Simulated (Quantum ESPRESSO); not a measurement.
## Run report: BN, single-point calculation

The run: single-point calculation of BN (F-43m, 2 atoms in the cell). Method and program: Kohn-Sham DFT of a periodic cell, r2SCAN, SG15 PBE 1.2, no spin polarisation (Quantum ESPRESSO 7.5).

The structure derives from a Materials Project entry. The volume is scaled by 0.98.

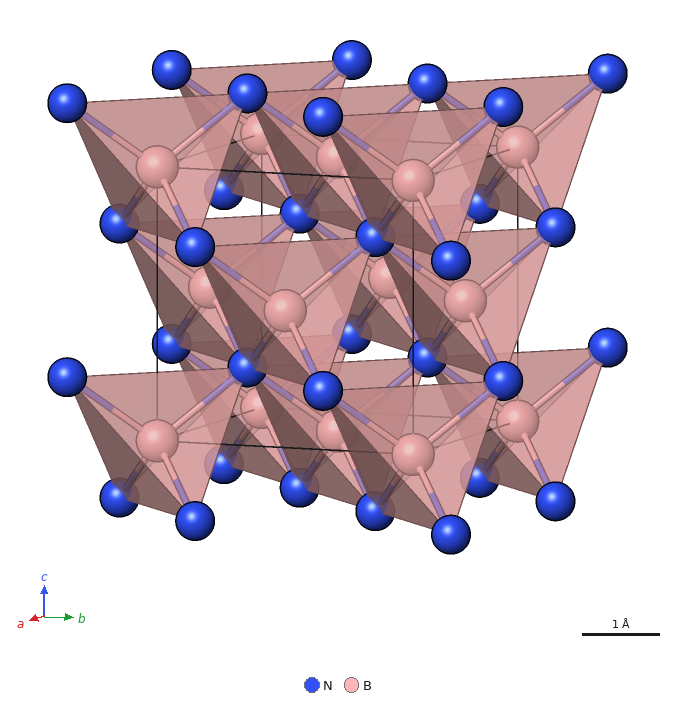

*The structure as given in the input (polyhedral view of the cell 4 times as large as that of the calculation, set on its symmetry axes, seen slightly off an axis; polyhedra are completed across the faces of the cell). An atom can appear more than once, as a periodic image.*

### The input
```
&CONTROL
  calculation = 'scf'
  prefix = 'pwscf'
  outdir = './tmp'
  pseudo_dir = './pseudo'
  tstress = .true.
  disk_io = 'nowf'
/
&SYSTEM
  ibrav = 0
  nat = 2
  ntyp = 2
  ecutwfc = 88
  nbnd = 9
  input_dft = 'r2scan'
  occupations = 'smearing'
  smearing = 'fd'
  degauss = 0.00367493
  nosym = .true.
  nr1 = 32
  nr2 = 32
  nr3 = 32
/
&ELECTRONS
  conv_thr = 1d-08
  electron_maxstep = 120
  mixing_beta = 0.5
/
ATOMIC_SPECIES
N     14.0070 N_ONCV_PBE-1.2.upf
B     10.8100 B_ONCV_PBE-1.2.upf
CELL_PARAMETERS angstrom
   0.0000000000    1.8008328414    1.8008328414
   1.8008328414    0.0000000000    1.8008328414
   1.8008328414    1.8008328414    0.0000000000
ATOMIC_POSITIONS crystal
N      0.2500000000    0.2500000000    0.2500000000
B      0.0000000000    0.0000000000    0.0000000000
K_POINTS automatic
10 10 10 0 0 0
```

Run on 4 threads of Intel Xeon (Sapphire Rapids), 32 GiB of memory available, shared host.

Run as:
```bash
OMP_NUM_THREADS=1 mpirun -n 4 pw.x -nk 4 -in pw.in > pw.out
```

### Log
```
This program is part of the open-source Quantum ESPRESSO suite
     for quantum simulation of materials; please cite
         "P. Giannozzi et al., J. Phys.:Condens. Matter 21 395502 (2009);
         "P. Giannozzi et al., J. Phys.:Condens. Matter 29 465901 (2017);
         "P. Giannozzi et al., J. Chem. Phys. 152 154105 (2020);
          URL
     in publications or presentations arising from this work. More details at

     IMPORTANT: XC functional enforced from input :
     Exchange-correlation= R2SCAN
                           (   0   0   0   0   0 497 498)
     Any further DFT definition will be discarded
     Please, verify this is what you really want

     K-points division:     npool     =       4
     Subspace diagonalization in iterative solution of the eigenvalue problem:
     a serial algorithm will be used

     G-vector sticks info
     --------------------
     sticks:   dense  smooth     PW     G-vecs:    dense   smooth      PW
     Sum         559     559    187                 8801     8801    1687

     Using Slab Decomposition

     bravais-lattice index     =            0
     lattice parameter (alat)  =       4.8127  a.u.
     unit-cell volume          =      78.8219 (a.u.)^3
     number of atoms/cell      =            2
     number of atomic types    =            2
     number of electrons       =         8.00
     number of Kohn-Sham states=            9
     kinetic-energy cutoff     =      88.0000  Ry
     charge density cutoff     =     352.0000  Ry
     scf convergence threshold =      1.0E-08
     mixing beta               =       0.5000
     number of iterations used =            8  plain     mixing
     Exchange-correlation= R2SCAN
                           (   0   0   0   0   0 497 498)

     celldm(1)=   4.812683  celldm(2)=   0.000000  celldm(3)=   0.000000
     celldm(4)=   0.000000  celldm(5)=   0.000000  celldm(6)=   0.000000

     crystal axes: (cart. coord. in units of alat)
               a(1) = (   0.000000   0.707107   0.707107 )
               a(2) = (   0.707107   0.000000   0.707107 )
               a(3) = (   0.707107   0.707107   0.000000 )

     reciprocal axes: (cart. coord. in units 2 pi/alat)
               b(1) = ( -0.707107  0.707107  0.707107 )
               b(2) = (  0.707107 -0.707107  0.707107 )
               b(3) = (  0.707107  0.707107 -0.707107 )

     PseudoPot. # 1 for N  read from file:
     N_ONCV_PBE-1.2.upf
     Pseudo is Norm-conserving, Zval =  5.0
     Generated using ONCVPSP code by D. R. Hamann
     Using radial grid of  602 points,  4 beta functions with:
                l(1) =   0
                l(2) =   0
                l(3) =   1
                l(4) =   1

     PseudoPot. # 2 for B  read from file:
     B_ONCV_PBE-1.2.upf
     Pseudo is Norm-conserving, Zval =  3.0
     Generated using ONCVPSP code by D. R. Hamann
     Using radial grid of  602 points,  4 beta functions with:
                l(1) =   0
                l(2) =   0
                l(3) =   1
                l(4) =   1

     atomic species   valence    mass     pseudopotential
     N                 5.00    14.00700     N ( 1.00)
     B                 3.00    10.81000     B ( 1.00)

     No symmetry found

   Cartesian axes

     site n.     atom                  positions (alat units)
         1        N      tau(   1) = (   0.3535534   0.3535534   0.3535534  )
         2        B      tau(   2) = (   0.0000000   0.0000000   0.0000000  )

     number of k points=   504  Fermi-Dirac smearing, width (Ry)=  0.0037

     Number of k-points >= 100: set verbosity='high' to print them.

     Dense  grid:     8801 G-vectors     FFT dimensions: (  32,  32,  32)

     WARNING: libxc functional with ID  497 depends
      on external parameters: check the user_guide of
      QE if you need to modify them or to check their
      default values.

     WARNING: libxc functional with ID  498 depends
      on external parameters: check the user_guide of
      QE if you need to modify them or to check their
      default values.

     Initial potential from superposition of free atoms

     starting charge       7.9803, renormalised to       8.0000
     Starting wfcs are random

     Self-consistent Calculation

     iteration #  1     ecut=    88.00 Ry     beta= 0.50
     Davidson diagonalization with overlap
     ethr =  1.00E-02,  avg # of iterations =  8.0

     total energy              =     -25.68662263 Ry
     estimated scf accuracy    <       4.70648554 Ry

     iteration #  2     ecut=    88.00 Ry     beta= 0.50
     Davidson diagonalization with overlap
     ethr =  1.00E-02,  avg # of iterations =  1.0

     total energy              =     -25.73208181 Ry
     estimated scf accuracy    <       0.72556456 Ry

     iteration #  3     ecut=    88.00 Ry     beta= 0.50
     Davidson diagonalization with overlap
     ethr =  9.07E-03,  avg # of iterations =  1.0

     total energy              =     -25.73403019 Ry
     estimated scf accuracy    <       0.05281248 Ry

     iteration #  4     ecut=    88.00 Ry     beta= 0.50
     Davidson diagonalization with overlap
     ethr =  6.60E-04,  avg # of iterations =  1.0

     total energy              =     -25.73417812 Ry
     estimated scf accuracy    <       0.00010313 Ry

     iteration #  5     ecut=    88.00 Ry     beta= 0.50
     Davidson diagonalization with overlap
     ethr =  1.29E-06,  avg # of iterations =  4.3

     total energy              =     -25.73419063 Ry
     estimated scf accuracy    <       0.00000975 Ry

     iteration #  6     ecut=    88.00 Ry     beta= 0.50
     Davidson diagonalization with overlap
     ethr =  1.22E-07,  avg # of iterations =  1.0

     total energy              =     -25.73419137 Ry
     estimated scf accuracy    <       0.00000181 Ry

     iteration #  7     ecut=    88.00 Ry     beta= 0.50
     Davidson diagonalization with overlap
     ethr =  2.27E-08,  avg # of iterations =  1.0

     total energy              =     -25.73419144 Ry
     estimated scf accuracy    <       0.00000005 Ry

     iteration #  8     ecut=    88.00 Ry     beta= 0.50
     Davidson diagonalization with overlap
     ethr =  6.60E-10,  avg # of iterations =  1.5

     End of self-consistent calculation

     Number of k-points >= 100: set verbosity='high' to print the bands.

     the Fermi energy is    13.4714 ev

!    total energy              =     -25.73419145 Ry
     estimated scf accuracy    <          6.8E-09 Ry
     smearing contrib. (-TS)   =       0.00000000 Ry
     internal energy E=F+TS    =     -25.73419145 Ry

     The total energy is F=E-TS. E is the sum of the following terms:
     one-electron contribution =       4.56653806 Ry
     hartree contribution      =       3.61138344 Ry
     xc contribution           =      -7.47380650 Ry
     ewald contribution        =     -26.43830645 Ry

     convergence has been achieved in   8 iterations

     Computing stress (Cartesian axis) and pressure

          total   stress  (Ry/bohr**3)                   (kbar)     P=       19.97
   0.00013578  -0.00000000   0.00000000           19.97       -0.00        0.00
  -0.00000000   0.00013578   0.00000000           -0.00       19.97        0.00
   0.00000000   0.00000000   0.00013578            0.00        0.00       19.97

=------------------------------------------------------------------------------=
   JOB DONE.
=------------------------------------------------------------------------------=
```

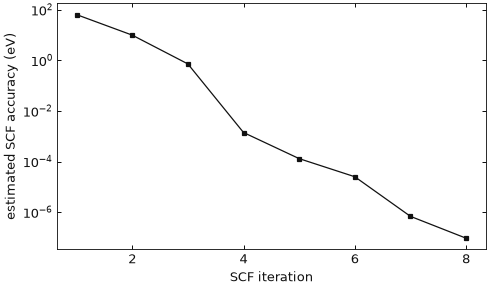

*Convergence of the self-consistent field: estimated SCF accuracy against the iteration.*

The field takes 8 iterations in all.

### Key numbers

| quantity | value |
| --- | --- |
| outcome | converged |
| space group (tolerance 0.01 Å) | F-43m (216) |
| electrons treated | 8 |
| free energy | −350.1315 eV |
| Fermi energy | 13.471 eV |
| gap on the k-point mesh | 5.00 eV |
| pressure | 2.00 GPa |
| wall time | 37 s (CPU time 2.5 min) |
| peak memory | 0.28 GiB |

Further notes kept with the run: potentials made for another functional. Points of doubt noted for this run: potentials made for another functional.
